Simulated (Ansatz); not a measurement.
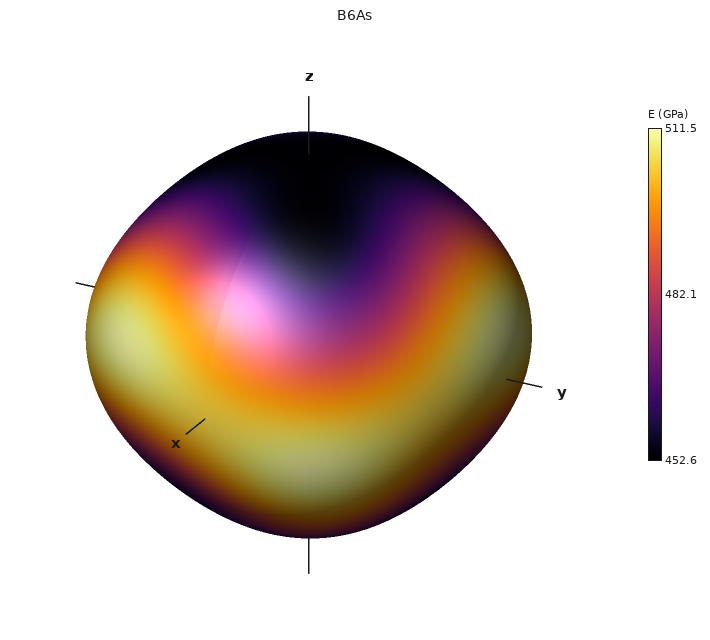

The plot gives the computed Young's modulus as a surface whose radius and colour give its value in each direction for B₆As, space group R-3m (No. 166).

Starting cell:
```yaml
crystal:
  lattice:
    - [3.06138, 1.76749, 3.94786]
    - [-3.06138, 1.76749, 3.94786]
    - [0.00000, -3.53497, 3.94786]
  atoms:
    - { symbol: B, position: [0.01568, 0.01568, 0.32466] }
    - { symbol: B, position: [0.01568, 0.32466, 0.01568] }
    - { symbol: B, position: [0.82180, 0.27259, 0.82180] }
    - { symbol: B, position: [0.82180, 0.82180, 0.27259] }
    - { symbol: B, position: [0.27259, 0.82180, 0.82180] }
    - { symbol: B, position: [0.72741, 0.17820, 0.17820] }
    - { symbol: B, position: [0.17820, 0.72741, 0.17820] }
    - { symbol: B, position: [0.17820, 0.17820, 0.72741] }
    - { symbol: B, position: [0.98432, 0.67534, 0.98432] }
    - { symbol: B, position: [0.98432, 0.98432, 0.67534] }
    - { symbol: B, position: [0.67534, 0.98432, 0.98432] }
    - { symbol: B, position: [0.32466, 0.01568, 0.01568] }
    - { symbol: As, position: [0.60080, 0.60080, 0.60080] }
    - { symbol: As, position: [0.39920, 0.39920, 0.39920] }
```

How it was computed, with Ansatz 0.2.0: elastic stress-strain coefficients at zero temperature from small strains of the given cell, Voigt order xx yy zz yz xz xy, Cartesian axes of the cell vectors; plane waves with PAW datasets, Γ-centred k mesh. Level: PBEsol, no spin polarisation.

- wave cutoff: 420 eV
- k mesh: 6×6×6
- occupations: fixed
- ions: clamped
- strain amplitude: 0.002

Q: Between which limits does E lie over all directions?

A: Over all directions E runs from 453 to 512 GPa, a ratio of 1.13.

Q: What is E along the Cartesian axes and along their diagonal?

A: E is 506 GPa along x, 506 GPa along y and 453 GPa along z, and 467 GPa along the body diagonal x + y + z.

The computed values:

Stiffness matrix C (GPa), Voigt order:
```
       xx     yy     zz     yz     xz     xy
xx  516.7   59.0   47.3  -10.1    0.0    0.0
yy   59.0  516.7   47.3   10.1    0.0    0.0
zz   47.3   47.3  460.4    0.0    0.0    0.0
yz  -10.0   10.0    0.0  211.9    0.0    0.0
xz    0.0    0.0    0.0    0.0  211.9  -10.0
xy    0.0    0.0    0.0    0.0  -10.1  228.9
```
